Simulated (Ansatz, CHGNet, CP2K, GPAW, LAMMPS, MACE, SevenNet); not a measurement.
# Glassy 71P2O5-6Al2O3-18BaO-6Fe2O3 (mol %) (100 atoms) in other programs, against a plane-wave reference

How near do other programs and methods come to a plane-wave reference for glassy 71P2O5-6Al2O3-18BaO-6Fe2O3 (mol %) (100 atoms)? A plane-wave run serves as the reference.

Program: Ansatz 0.2.0. Level of theory: Kohn-Sham DFT, PBE, PAW, plane waves. Results are calculated unless marked as measured.

### Step 1. Set-up

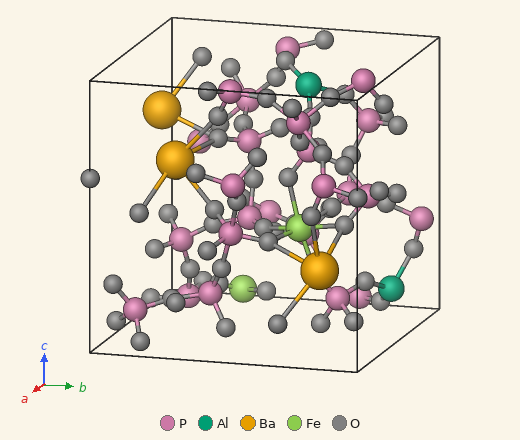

Start, viewed slightly off an axis; phosphorus pink, aluminium teal, barium orange, iron green, oxygen grey. Bonds to atoms that aren't drawn are left out. Some periodic images of atoms are drawn too.

The cell holds 100 atoms: 24 P, 2 Al, 3 Ba, 2 Fe and 69 O. Its edges and angles: a = 11.252 Å, b = 11.252 Å, c = 11.252 Å, α = 90.0°, β = 90.0°, γ = 90.0°. 100 atoms (24 P, 2 Al, 3 Ba, 2 Fe, 69 O) placed at random at 2.81 g/cm³, melted at 4000 K for 10 ps at fixed volume with the Morse and Coulomb pair potential with partial charges (Pedone, Malavasi, Menziani, Cormack and Segre, J. Phys. Chem. B 110, 11780 (2006)). Quenched from 4000 K to 300 K at 10 K/ps and fixed volume, held 10 ps at zero pressure, then minimised at fixed cell.

### Step 2. Plane-wave reference

The PAW files are the set soft_2.

Input file input.yaml:

```yaml
crystal:
  lattice:
    - [11.25217, 0.0, 0.0]
    - [0.0, 11.25217, 0.0]
    - [0.0, 0.0, 11.25217]
  atoms:
    - { symbol: P, position: [0.19288, 0.56383, 0.29129] }
    - { symbol: P, position: [0.09473, 0.31394, 0.74089] }
    - { symbol: P, position: [0.59475, 0.91676, 0.54798] }
    - { symbol: P, position: [0.58874, 0.69278, 0.6988] }
    [... 90 atom lines left out ...]
    - { symbol: O, position: [0.0925, 0.59774, 0.98219] }
    - { symbol: O, position: [0.26788, 0.92602, 0.73214] }
    - { symbol: O, position: [0.53584, 0.70142, 0.23225] }
    - { symbol: O, position: [0.09474, 0.28864, 0.37986] }
    - { symbol: O, position: [0.84395, 0.50247, 0.55716] }
    - { symbol: O, position: [0.35016, 0.41294, 0.5175] }
magnetization:
  spin_polarized: true
kpoints:
  mp_grid: { grid: [1, 1, 1] }
hamiltonian:
  xc: pbe
scf:
  occupations: { method: fermi_dirac, width: 0.05 }
  lower_state_search: "off"
output:
  forces: true
  eigenvalues: true
  populations: true
  stress: true
```

Launch:

```sh
$ ansatz run input.yaml --threads 4 --pin off --max-ram 8192MiB --backend cpu --events-out ev --progress --plain --runs-dir out
```

Numbers of over 12 decimals in the logs are rounded to 6 here.

Output:

```text
[...]
Pseudopotentials: kind: paw
Pseudopotential: P, paw, valence charge 5, recommended cutoff 420 eV (normal), P.paw.azcp
Pseudopotential: Al, paw, valence charge 3, recommended cutoff 420 eV (normal), Al.paw.azcp
Pseudopotential: Ba, paw, valence charge 10, recommended cutoff 420 eV (normal), Ba.paw.azcp
Pseudopotential: Fe, paw, valence charge 16, recommended cutoff 420 eV (normal), Fe.paw.azcp
Pseudopotential: O, paw, valence charge 6, recommended cutoff 420 eV (normal), O.paw.azcp
[... 5 lines on functional and potentials left out ...]
Crystal: 100 atoms, lattice volume = 1424.652 Å³
Basis set: ecut = 420 eV, 27825 PW (Γ), exchange–correlation on 160×160×160 points (8 copies of the dense FFT grid, shifted against one another)
Bands: 406, of which v1, the nominal top of the filled ones, is band 301 counted from 1 (300 counted from 0)
Symmetry: 1 space group operations
Space group: P1 (ITA 1), of the structure as read, at distance tolerance 1.1e-4 Å
Magnetic group: BNS 1.1 (UNI 1), of the structure as read, at distance tolerance 1.1e-4 Å
k-points: 1
[... 11 lines on functional and potentials left out ...]
Initial density: superposition of atomic densities (chi_scale 0.1, normalization cell, long waves kept (reshape's long-wave potential 0.79 eV rms))
Starting moments: Σ|m| = 10 μB on 2 of 100 sites
Initial wavefunctions: pseudopotential atomic-orbital guess
[...]
SCF iter   1: F=—  HF=-85312.761663 eV  |F-HF|=—  |Δ(HF+E_count)|=         —  Δρ=1.63e-1 (↑1.63e-1 ↓6.00e-2)  dr2=8.84e2  dr2_m=6.50e1  M=-0.057 μB ∫|m|=0.781 μB  β_m=0.30  ethr=3.10e-3  ⟨swp⟩=14.0  Hψ=5759  notcnv=0  defer=174
preconditioner: auto → Kerker (q_TF=auto, 2.363 Å⁻¹)  [metal: Δε(μ)=0.096 eV  Ē_g=14.978 eV  σ=0.050 eV  W_gap=0.45  n_scr=304 (ndim 8)  ℏωp=23.7 eV  f_vac=0.115  D(μ)=22.82/eV (n_scr^D=122)]
spin=Collinear: Kerker preconditioning applied to the charge; magnetization (m = ρ↑ − ρ↓) channel mixes plain (no charge-response kernel on spin).
SCF iter   2: F=—  HF=-85257.267714 eV  |F-HF|=—  |Δ(HF+E_count)|=    5.55e1  Δρ=8.66e-2 (↑6.12e-2 ↓8.66e-2)  dr2=3.81e2  dr2_m=4.80e0  M=-5.829 μB ∫|m|=6.179 μB  β_m=0.30  ethr=3.10e-3  ⟨swp⟩=16.0  Hψ=4641  notcnv=0  defer=186
SCF iter   3: F=—  HF=-85229.279011 eV  |F-HF|=—  |Δ(HF+E_count)|=    2.80e1  Δρ=5.89e-2 (↑5.89e-2 ↓3.40e-2)  dr2=1.90e2  dr2_m=5.10e0  M=-6.167 μB ∫|m|=6.839 μB  β_m=0.30  ethr=3.10e-3  ⟨swp⟩=9.5  Hψ=2310  notcnv=0  defer=179
[...]
SCF iter  17: F=—  HF=-85203.202611 eV  |F-HF|=—  |Δ(HF+E_count)|=   3.54e-3  Δρ=4.30e-3 (↑4.30e-3 ↓1.27e-3)  dr2=2.61e-1  dr2_m=8.77e-2  M=-9.753 μB ∫|m|=9.873 μB  β_m=0.30  ethr=5.05e-5  ⟨swp⟩=4.5  Hψ=1249  notcnv=0  defer=193
Mixer restart at iter 17: flushing history
spin-set hold released at iteration 17 (site moments' squared step at or under half its running peak, from the soft ceiling on): the magnetisation degrees of freedom join the quasi-Newton model from the next iteration; the mixer history was flushed
SCF iter  18: F=—  HF=-85203.227585 eV  |F-HF|=—  |Δ(HF+E_count)|=   2.50e-2  Δρ=2.86e-3 (↑2.86e-3 ↓1.60e-3)  dr2=3.87e-1  dr2_m=1.23e-2  M=-9.964 μB ∫|m|=10.075 μB  β_m=0.25  ethr=4.34e-5  ⟨swp⟩=3.0  Hψ=1237  notcnv=0  defer=193
preconditioner: auto → Resta (q_TF=auto, 2.363 Å⁻¹)  ε∞=3.2  [insulator: Δε(μ)=0.378 eV  Ē_g=15.933 eV  σ=0.050 eV  W_gap=0.95  n_scr=304 (ndim 8)  ℏωp=23.7 eV  f_vac=0.199  D(μ)=1.30/eV (n_scr^D=0)  ε∞_Penn≈3.2]
spin=Collinear: Resta preconditioning applied to the charge; magnetization (m = ρ↑ − ρ↓) channel mixes plain (no charge-response kernel on spin).
SCF iter  19: F=—  HF=-85203.215467 eV  |F-HF|=—  |Δ(HF+E_count)|=   1.21e-2  Δρ=5.30e-3 (↑5.30e-3 ↓1.39e-3)  dr2=5.73e-1  dr2_m=1.04e-1  M=-9.657 μB ∫|m|=9.787 μB  β_m=0.09  ethr=4.34e-5  ⟨swp⟩=2.5  Hψ=1235  notcnv=0  defer=193
SCF iter  20: F=—  HF=-85203.211891 eV  |F-HF|=—  |Δ(HF+E_count)|=   3.58e-3  Δρ=9.49e-4 (↑9.49e-4 ↓8.97e-4)  dr2=8.08e-2  dr2_m=2.59e-3  M=-9.890 μB ∫|m|=10.007 μB  β_m=0.11  ethr=4.34e-5  ⟨swp⟩=2.5  Hψ=742  notcnv=0  defer=193
[...]
SCF iter  40: F=—  HF=-85203.205290 eV  |F-HF|=—  |Δ(HF+E_count)|=   2.07e-8  Δρ=2.47e-6 (↑2.47e-6 ↓1.38e-6)  dr2=1.65e-7  dr2_m=2.40e-8  M=-9.683 μB ∫|m|=10.069 μB  β_m=0.56  ethr=2.37e-11  ⟨swp⟩=2.0  Hψ=1219  notcnv=0
SCF iter  41: F=-85203.205290 eV  HF=-85203.205290 eV  |F-HF|=1.73e-8  |Δ(HF+E_count)|=   2.94e-9  Δρ=8.51e-7 (↑8.51e-7 ↓4.44e-7)  dr2=1.96e-8  dr2_m=2.71e-9  M=-9.683 μB ∫|m|=10.069 μB  ethr=1.66e-11  ⟨swp⟩=3.5  Hψ=2024  notcnv=0
SCF 1 converged in 41 iterations: F = -85203.205290 eV  dr2 = 1.96e-8
[...]
SCF converged after 41 iterations
Magnetization: -9.6830 μB (296.1585 up, 305.8415 down)
Absolute magnetization: 10.0706 μB (∫|ρ↑−ρ↓|, with the PAW one-centre terms)
Spin contamination: 0.1650 ħ² per cell (⟨S²⟩ above its minimum at these occupations)
Per-site moments (μB) at R_I (Å): [(-0.000168173, 0.608631), (-0.00352568, 0.629348), (-0.000442886, 0.618553), (-0.00265779, 0.614790), (-0.00109768, [...]
Free energy (F): -85203.205290 eV
Harris-Foulkes:  -85203.205290 eV  (|F-HF|=1.73e-8)
Internal energy: -85203.155307 eV  (E = F + TS)
E sigma→0 (E₀):  -85203.180298 eV
Entropy (-TS):   -0.049982 eV (-0.500 meV/atom)
Fermi energy:    4.231063 eV
--- Per-component energies (eV) ---
[...]
Σ components = -85203.205290   (vs F -85203.205290, Δ=0.00e0)
--- Forces (eV/Å), atoms counted from 1 ---
  atom   1  P     -0.01845069     0.17781439    -2.61687627
  atom   2  P     -0.67637539     2.09583507     2.35140286
  atom   3  P      0.16857229     1.39560066     0.02654639
  atom   4  P     -0.51549859     0.65720415    -1.42071890
[...]
atom 100  O     -0.98515835    -0.10880324    -1.80425037
  max |Σ_I F_I| component: 4.34e-5 eV/Å
--- Stress (GPa, compression-positive) ---
        3.895841       1.016889       0.024201
        1.016888       1.475929      -1.184623
        0.024195      -1.184622       1.978575
  P = ⅓ Tr σ = 2.4501 GPa (24.501 kbar)
--- Band table (eV) ---
  k-point 0 ↑: bands = ["-82.1201", "-81.4907", "-48.2311", "-48.2202", [... 390 levels ...], "12.8113", "12.8405", "12.8672", "12.8810", "12.9361", "12.9659", "13.0184", "13.0201", "13.0337", "13.0660", "13.1062", "13.1558"]
  k-point 0 ↓: bands = ["-86.8643", "-86.3894", "-52.9449", "-52.8221", [... 390 levels ...], "12.7993", "12.8158", "12.8501", "12.8647", "12.9227", "12.9488", "12.9953", "13.0108", "13.0136", "13.0516", "13.0925", "13.1439"]
--- Löwdin populations: 100 sites ---
  site symbol       q [e]    m [muB]
     0      P      2.7389    -0.0003
     1      P      2.8068    -0.0067
     2      P      2.8266     0.0031
[...]
99      O      6.7433    -0.0035
  spilling = 0.016746 (of n_electrons = 602.000000)
```

Run time: 1.8 min. Hardware: 4 threads of Arm Neoverse V2, shared host; peak memory 3.3 GiB.

The column dr2 measures how far the density is from self-consistency, as an energy; F and HF (Harris–Foulkes) agree once it is small.

The run gave:

| Quantity | Value |
| --- | --- |
| free energy | -85203.2053 eV |
| free energy per atom | -852.0321 eV/atom |
| SCF cycles | 41 |
| pressure | 2.45 GPa |
| r.m.s. force component | 1.169 eV/Å |
| longest force | 4.957 eV/Å |
| Fermi energy | 4.231 eV |
| levels partly filled by over 2 per cent | 2 |
| total moment | -9.683 μB |
| absolute moment | 10.07 μB |
| spilling of the projection | 0.01675 |

Neighbours are counted within 2.02 Å (O-P), 3.33 Å (O-Ba), 2.19 Å (O-Al), 2.62 Å (O-Fe).

Length of the force by element and coordination:

```
element  coordination  atoms  mean length of the force (eV/Å)  spread  least  most
     Al           all      2                            0.959   0.423  0.536  1.38
     Ba           all      3                            0.744   0.288  0.359  1.05
     Fe           all      2                             1.06  0.0716  0.991  1.13
      O           all     69                             1.46   0.704  0.359  3.31
      O             1      7                            0.821   0.407  0.443  1.56
      O             2     59                             1.51   0.686  0.359  3.31
      O             3      3                             1.92   0.726   1.29  2.93
      P           all     24                             2.92   0.857   1.41  4.96
      P             4     21                             2.97   0.867   1.41  4.96
      P             5      3                             2.52   0.662   1.63  3.22
```

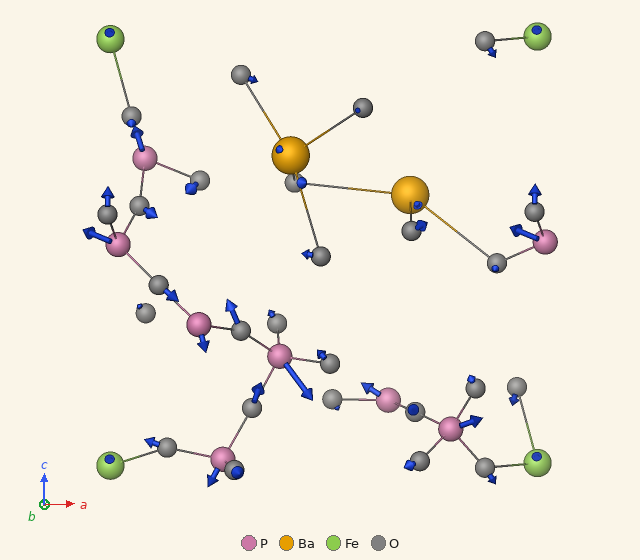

Forces as arrows; the longest in the cell is 4.96 eV/Å. Drawn is a slice 4 Å thick, seen along the normal of the ac plane. Bonds to atoms that aren't drawn are left out.

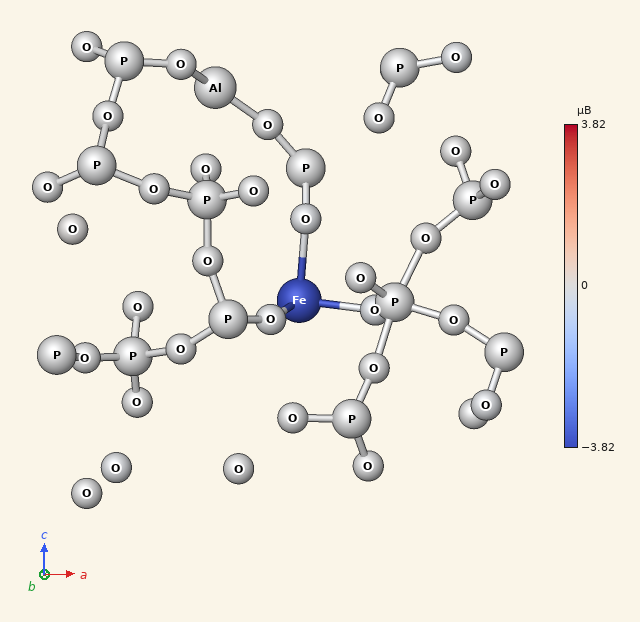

Atoms coloured by their magnetic moment. Drawn is a slice 4 Å thick, seen along the normal of the ac plane. Bonds to atoms that aren't drawn are left out.

Magnetic moments by element and coordination:

```
element  coordination  atoms  mean moment (μB)  spread    least     most
     Al           all      2           -2.0e-4  1.0e-4  -4.0e-4  -1.0e-4
     Ba           all      3           -1.0e-4  2.0e-4  -3.0e-4   2.0e-4
     Fe           all      2             -3.78   0.039    -3.82    -3.74
      O           all     69            -0.014  0.0297  -0.0993   0.0596
      O             1      7             0.009  0.0226  -0.0103   0.0596
      O             2     59           -0.0144  0.0265  -0.0992   0.0057
      O             3      3           -0.0606  0.0434  -0.0993  -1.0e-4
      P           all     24           -0.0017  0.0016  -0.0056        0
      P             4     21           -0.0016  0.0016  -0.0056        0
      P             5      3           -0.0022  0.0013  -0.0035  -5.0e-4
```

The levels nearest the highest filled one (over half full), pooled over k-points and spins:

```
level less the highest filled one (eV)  occupation
                                -0.363           1
                                -0.305           1
                                -0.196       0.997
                                -0.171       0.994
                                -0.148       0.991
                                     0       0.851
                                 0.168       0.166
                                 0.411       0.002
                                 0.487           0
                                  1.05           0
                                  1.18           0
                                  1.22           0
```

### Step 3. The ladder

The programs:
- CHGNet: machine-learned potential, published weights.
- MACE: machine-learned potential, published weights.
- SevenNet: machine-learned potential, published weights.

All use the same cell and atoms; the electronic-structure runs use the same k-mesh, and an electronic temperature of 580 K (0.05 eV) where levels are smeared.

Differences are against the plane-wave reference, forces as r.m.s. over components; share is that over the reference's r.m.s. force, slope the least-squares factor from reference forces to these. Total energies of different programs have different zeros and aren't compared.

```
                        run  Δ force, r.m.s. (meV/Å)  share (%)  slope  Δ pressure (GPa)  cores  CPU time  memory (GiB)
                  reference                        -          -      -                 -      4     7 min           3.3
    CHGNet r2SCAN potential                      478       40.9  0.712             -5.47      1     3.1 s           1.2
MACE MP-0b2 small potential                      272       23.3  0.846            -0.693      1     5.3 s          0.66
       SevenNet 0 potential                      148       12.6  0.927            -0.575      1     6.4 s          0.98
```

Times of the machine-learned potentials are mostly Python's start and the loading of weights.

CPU time is summed over cores on a shared host, where runs went side by side, so it is rough. Symmetry, cutoffs, thresholds, outputs and thread counts weren't matched or tuned between programs; memory under MPI is the largest rank's times the ranks.

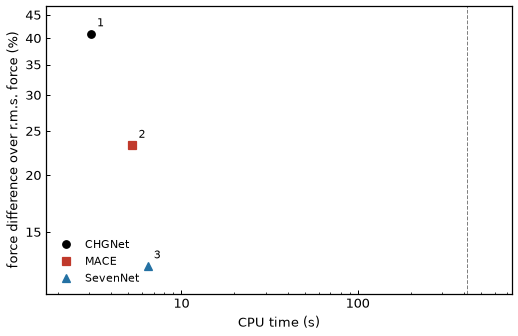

Force difference against CPU time; the dashed line marks the reference's time. Points: 1 CHGNet r2SCAN potential; 2 MACE MP-0b2 small potential; 3 SevenNet 0 potential.

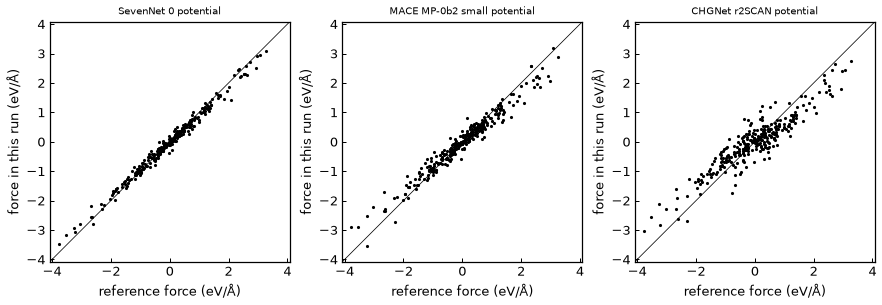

Force components against those of the reference; the line marks equality.

Runs without a result: CP2K PBE, DZVP-MOLOPT-SR, 800/50 Ry, diagonalisation (cut off at its time limit of 55 min, the SCF not settling); GPAW PBE, LCAO dzp, h 0.28 Å (ended with an error).

### Step 4. What came out

```json
{"reference r.m.s. force component": "1.17 eV/Å", "nearest in forces": "SevenNet 0 potential, 13 %", "farthest in forces": "CHGNet r2SCAN potential, 41 %"}
```

In words: Machine-learned potentials differ by 13 % (SevenNet 0 potential) to 41 % (CHGNet r2SCAN potential); they were trained on other programs' data, some at another functional, the PBE(+U) sets with a Hubbard term on some transition metals in oxides and fluorides. Among those trained on PBE data the slope goes as low as 0.85, which softening far from their training structures can give, though the reference's k-sampling is untested too. In the reference: levels near the Fermi energy are neither full nor empty under the smearing, so no gap is quoted. In the reference: the cell holds a total moment of -9.68 μB; no search proves this magnetic order the lowest. Machine-learned potentials mimic data converged in k, so the reference's own k-point error enters their differences. In the spin-polarised runs the search for a state of lower energy was switched off. The quench rate of 10 K/ps is many orders above laboratory rates, so the cell is likely richer in defects and strain than a real sample. The network of bonds at the start is that of the classical potential that made the cell, and needn't be the one that DFT or experiment would give. The run was spin polarised, started with 2 parallel moments, ending at -9.7 μB in the cell; that starting order needn't be the real material's, and it bears on forces, charges and levels. The reference's pressure of 2.5 GPa belongs to a cell and atoms that aren't relaxed at this level. Without a Hubbard term or exact exchange, open shells on Fe are likely too delocalised. The electronic-structure runs sample only Γ, in a cell whose shortest periodic width is 11 Å, which is coarse for a cell with partly filled levels. Spin–orbit coupling is left out, which matters for the levels of the heavy elements.

[Also dropped from logs without a mark: logging warnings of Python, and SIESTA's first energy breakdown and zero terms.]

[Logs are printed without paths, hosts, clocks, repeated set-up lines and the standing remarks that a program may print on its own settings, such as how far it seeks lower states.]

[Hosts, paths, dates, database ids (printed as entryN), source tags and the programs' standing remarks are cut or masked in the printed files.]
